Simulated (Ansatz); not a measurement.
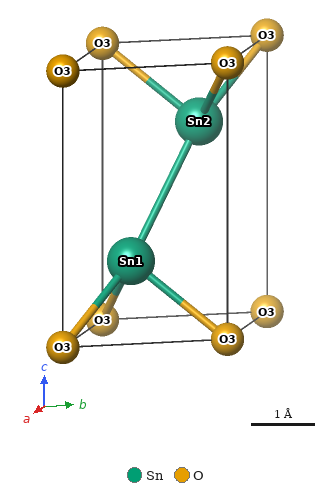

Fig. 1: The structure as given in the input (ball-and-stick view of the cell of the calculation, seen slightly off an axis; atoms are numbered from 1 in the order of the input).

**Single-point calculation of Sn$_{2}$O**

The run: single-point calculation of Sn$_{2}$O (3 atoms in the cell). Method and program: DFT r2SCAN, scalar-relativistic, plane waves, PAW, no spin polarisation (Ansatz 0.2.0).

The structure was made by swapping elements on the sites of another compound; it need not be a known phase. It belongs to a series of runs on one base structure; here: Ti -> Sn on all its sites, cell and atoms relaxed. Figures and captions count atoms from 1; the log counts them from 0 in places.

**Output**
```
Engine: ansatz 0.2.0, x86_64-unknown-linux-gnu
Pseudopotentials: kind: paw
Pseudopotential: Sn, paw, valence charge 14, recommended cutoff 500 eV (meta_gga), Sn.paw.azcp
Pseudopotential: O, paw, valence charge 6, recommended cutoff 500 eV (meta_gga), O.paw.azcp
Functional definition: r2SCAN
  parameter k0 = 0.174
  parameter k1 = 0.065
  parameter a1 = 4.9479
  exchange = r2scan_x(k0 = k0, k1 = k1, a1 = a1)
  correlation = r2scan_c
Crystal: 3 atoms, lattice volume = 28.876 Å³
Basis set: ecut = 500 eV, 713 PW (Γ), exchange–correlation on 80×80×144 points (64 copies of the dense FFT grid, shifted against one another)
Bands: 21, of which v1, the nominal top of the filled ones, is band 17 counted from 1 (16 counted from 0)
Symmetry: 12 space group operations
Space group: P-3m1 (ITA 164), of the structure as read, at distance tolerance 3.1e-5 Å
k-points: 24 of 144
Non-local potential: Sn, projectors of the file, l = 0: 2, l = 1: 2, l = 2: 2, l = 3: 2
Non-local potential: O, projectors of the file, l = 0: 2, l = 1: 2, l = 2: 1
PAW form: soft (Blöchl's): semilocal exchange-correlation on the pseudo side does not see the compensation charge
PAW frozen core: Sn, regenerated for the run's functional (the file was generated under x = pbe(κ = 0.804, μ = 0.2195149727645171), c = pbe(β = 0.06672455060314922))
PAW frozen core: O, regenerated for the run's functional (the file was generated under x = pbe(κ = 0.804, μ = 0.2195149727645171), c = pbe(β = 0.06672455060314922))
PAW one-centre angular grid: Sn, 590 points (default); XC on 249 of its mesh's 2787 points in the sphere
PAW one-centre angular grid: O, 302 points (default); XC on 160 Gauss nodes
Initial density: superposition of atomic densities (neutral atoms: chi_scale 0, normalization atom), corrected by the library's trained network
Initial wavefunctions: pseudopotential atomic-orbital guess
Functional: x = r2scan, c = r2scan; τ floored in thin density (d = 2e-4 eV/Å³)
SCF iter   1: F=—  HF=-12630.197044 eV  |F-HF|=—  |Δ(HF+E_count)|=         —  Δρ=2.36e-2  dr2=9.94e-2  dr2_τ=3.44e-1  ethr=1.77e-3  ⟨swp⟩=7.2  Hψ=2731  notcnv=0
preconditioner: auto → none  [metal: Δε(μ)=0.091 eV  Ē_g=23.912 eV  σ=0.100 eV  W_gap=0.45  n_scr=8 (ndim 8)  ℏωp=40.3 eV  f_vac=0.000  D(μ)=2.30/eV (n_scr^D=22)  sad-step TF]
SCF iter   2: F=—  HF=-12630.424816 eV  |F-HF|=—  |Δ(HF+E_count)|=   2.28e-1  Δρ=1.46e-2  dr2=4.06e-2  dr2_τ=7.45e-4  ethr=2.92e-4  ⟨swp⟩=2.4  Hψ=1217  notcnv=0  defer=4
SCF iter   3: F=—  HF=-12630.428326 eV  |F-HF|=—  |Δ(HF+E_count)|=   3.51e-3  Δρ=7.40e-3  dr2=1.90e-2  dr2_τ=1.08e-3  ethr=1.19e-4  ⟨swp⟩=2.1  Hψ=1002  notcnv=0  defer=4
SCF iter   4: F=—  HF=-12630.422290 eV  |F-HF|=—  |Δ(HF+E_count)|=   6.04e-3  Δρ=1.66e-3  dr2=6.25e-4  dr2_τ=2.91e-5  ethr=5.58e-5  ⟨swp⟩=2.2  Hψ=980  notcnv=0  defer=4
SCF iter   5: F=—  HF=-12630.422622 eV  |F-HF|=—  |Δ(HF+E_count)|=   3.32e-4  Δρ=1.55e-3  dr2=8.44e-4  dr2_τ=6.05e-5  ethr=1.84e-6  ⟨swp⟩=2.2  Hψ=920  notcnv=0  defer=4
SCF iter   6: F=—  HF=-12630.422444 eV  |F-HF|=—  |Δ(HF+E_count)|=   1.78e-4  Δρ=4.89e-4  dr2=9.06e-5  dr2_τ=5.92e-6  ethr=1.84e-6  ⟨swp⟩=2.6  Hψ=968  notcnv=0  defer=4
SCF iter   7: F=—  HF=-12630.422432 eV  |F-HF|=—  |Δ(HF+E_count)|=   1.18e-5  Δρ=9.95e-5  dr2=3.49e-6  dr2_τ=4.56e-8  ethr=2.66e-7  ⟨swp⟩=2.1  Hψ=633  notcnv=0  defer=4
SCF iter   8: F=-12630.422432 eV  HF=-12630.422432 eV  |F-HF|=2.21e-9  |Δ(HF+E_count)|=   2.94e-8  Δρ=6.13e-6  dr2=1.01e-8  dr2_τ=8.15e-10  ethr=2.94e-10  ⟨swp⟩=8.5  Hψ=3174  notcnv=0
SCF 1 converged in 8 iterations: F = -12630.422432 eV  dr2 = 1.01e-8
  greatest PAW one-centre occupation: 0.996 electrons in one spin orbital (limit 2), on the Sn atom at site 1 (counted from 0), in its partial waves of l = 2
SCF converged after 8 iterations
Free energy (F): -12630.422432 eV
Harris-Foulkes:  -12630.422432 eV  (|F-HF|=2.21e-9)
Internal energy: -12630.410872 eV  (E = F + TS)
E sigma→0 (E₀):  -12630.416652 eV
Entropy (-TS):   -0.011560 eV (-3.853 meV/atom)
Fermi energy:    28.839412 eV
--- Per-component energies (eV) ---
  E_band       = 295.601043
  E_kinetic    = 608.879043
  E_local      = -678.739563  (includes V_loc(G=0)·N_el)
  E_nonlocal   = -10.881406
  E_hartree    = 735.416881
  E_xc         = -842.599307
  E_vxc        = -341.674481  (∫ρ·V_xc dr)
  E_paw        = -8485.631079  (= ΣΔE_a)
  E_vpaw       = -773.436451  (= ΣTr[D̂ρ^β])
  E_aug_tail   = 0.001113  (compensation charges beyond the density's cutoff)
  E_vtau       = 20.615365  (kinetic-family band-sum trace: ∫τ·v_τ [+ j·A + Jᵃ·Aᵃ] dr)
  E_ewald      = -3958.295253
  E_core_change = 1.438699  (= ΣΔE_core)
  E_smearing   = -0.011560  (= −TS)
  E_closure    = -0.000000  (closes the sum)
  Σ components = -12630.422432   (vs F -12630.422432, Δ=0.00e0)
--- Forces (eV/Å), atoms counted from 1 ---
  atom   1  Sn    -0.00000000    -0.00000000     6.62809705
  atom   2  Sn     0.00000000     0.00000000    -6.62809705
  atom   3  O      0.00000000     0.00000000     0.00000000
  max |Σ_I F_I| component: 0.00e0 eV/Å
--- Stress (GPa, compression-positive) ---
      253.388749      -0.000000      -0.000000
        0.000000     253.388749      -0.000000
       -0.000000      -0.000000     329.726774
  P = ⅓ Tr σ = 278.8348 GPa (2788.348 kbar)
--- Band table (eV; the first three rows and the last of 24) ---
  k-point 0: bands = ["-1.4854", "2.4536", "2.9795", "2.9852", "2.9852", "3.1021", "3.1021", "3.3913", "3.3913", "3.7758", "3.7758", "11.9392", "13.0748", "18.8836", "18.8836", "25.3926", "26.4272", "35.8622", "35.8622", "38.5279", "39.1551"]
  k-point 1: bands = ["-1.4161", "2.5381", "2.8391", "2.8391", "2.9360", "3.1313", "3.1313", "3.4928", "3.4928", "3.8061", "3.8061", "10.0483", "15.7207", "18.8318", "18.8318", "22.8848", "28.8766", "36.0824", "36.3916", "36.3916", "39.2458"]
  k-point 2: bands = ["-1.3449", "2.6695", "2.7700", "2.7700", "2.8507", "3.0716", "3.0716", "3.6610", "3.6610", "3.7817", "3.7817", "9.1411", "18.1496", "18.7807", "18.7807", "20.6388", "31.0311", "33.4424", "37.2004", "37.2004", "39.6581"]
  k-point 23: bands = ["-1.0326", "2.4744", "2.4744", "2.7720", "3.2316", "3.4407", "3.4407", "3.6393", "3.9026", "3.9026", "6.4430", "13.9826", "13.9826", "16.0933", "20.9865", "20.9865", "26.3665", "30.0764", "30.0764", "30.5897", "36.2648"]
```

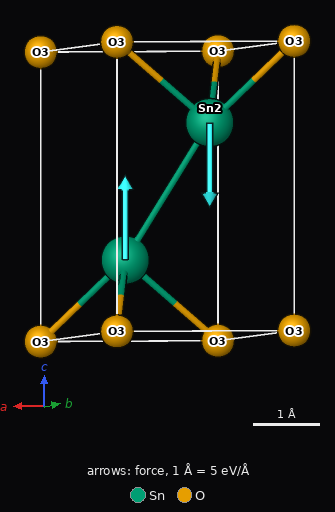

Fig. 2: Forces on the atoms as teal arrows (ball-and-stick view of the cell of the calculation, seen at an oblique angle; atoms are numbered from 1 in the order of the input). The largest act on Sn1, Sn2 (6.63 eV/Å). The geometry is not a stationary point of this energy.

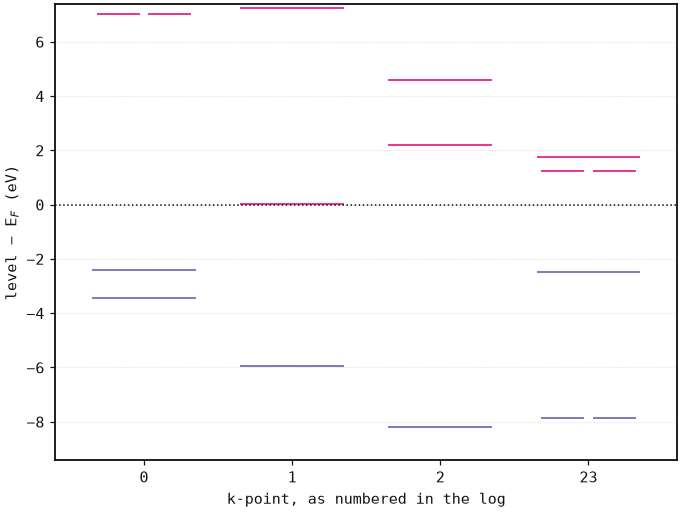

Fig. 3: Kohn–Sham levels near the Fermi level (dotted) at the few k-points that the log prints; levels within 0.02 eV of each other stand side by side. The system is metallic on the full mesh.

The run was set up as follows.

**The input**
```yaml
crystal:
  lattice:
    - [2.7342842909, 0.0, 0.0]
    - [-1.3671421455, 2.3679596571, 0.0]
    - [0.0, 0.0, 4.4598162526]
  atoms:
    - { symbol: Sn, position: [0.6666666667, 0.3333333333, 0.2688898702] }
    - { symbol: Sn, position: [0.3333333333, 0.6666666667, 0.7311101298] }
    - { symbol: O, position: [0.0, 0.0, 0.0] }
basis:
  ecutwfc: 500
kpoints:
  mp_grid: { grid: [6, 6, 4] }
hamiltonian:
  xc: r2scan
scf:
  occupations: { method: gaussian, width: 0.1 }
output:
  forces: true
  stress: true
  eigenvalues: true
```

Run as:
```bash
ansatz run input.yaml --threads 1 --pin off --max-ram 2560MiB --backend cpu --events-out ev --progress --plain --runs-dir out
```

**Results in brief**

| quantity | value |
| --- | --- |
| outcome | converged |
| space group (tolerance 0.01 Å) | P-3m1 (164) |
| electrons treated | 34 |
| free energy | −12630.4224 eV |
| Fermi energy | 28.839 eV |
| gap on the k-point mesh | none (metallic) |
| pressure | 278.83 GPa |
| largest force (length of the vector) | 6.628 eV/Å |
| hardware | 1 thread of Oxide Virtual Turin-like (Zen 5), 32 GiB of memory available, shared host |
| wall time | 3 s |
| peak memory | 0.39 GiB |

**Notes**

The cell is under a pressure of 279 GPa at this level, so it is not at its equilibrium volume.
